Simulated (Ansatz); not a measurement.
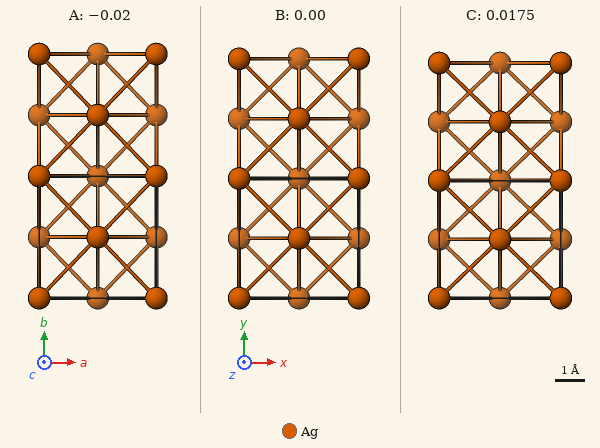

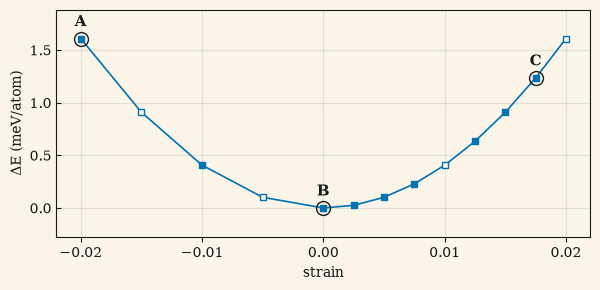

A crystal of Ag (Fm-3m): the cell is strained along x and oppositely along y, with the atoms kept at their fractional coordinates. x, y and z are the Cartesian axes of the input. The lettered frames are marked on the plot. Hollow markers are points alike by symmetry, not computed again. The picture is a ball-and-stick view of the conventional cell (4 times the calculation's cell), repeated 1 × 2 × 1 with one cell outlined, seen along the c axis. Lengths and directions refer to the drawn axes.

Computed with Ansatz, DFT PBE, scalar-relativistic, plane waves, PAW. (plane-wave cutoff 420 eV; k-point mesh 24 × 24 × 24; occupations gaussian; smearing width 0.15 eV; no spin polarisation). Energies (free energies at the smearing named) are counted from the relaxed crystal.

Describe the profile.

Of the computed points the lowest is at the strain 0.00, 0.00 meV/atom. At the ends of the scan the energy is 1.61 meV/atom (−0.02) and 1.61 meV/atom (0.02). The curvature at zero strain, (1/V) d²E/dε², is about 73 GPa; it is C₁₁ + C₂₂ − 2C₁₂ with clamped ions. The distortion takes the space group from Fm-3m to Fmmm. At the strain −0.02 the cell of the drawing goes a 4.147 → 4.064 Å, b 4.147 → 4.230 Å.
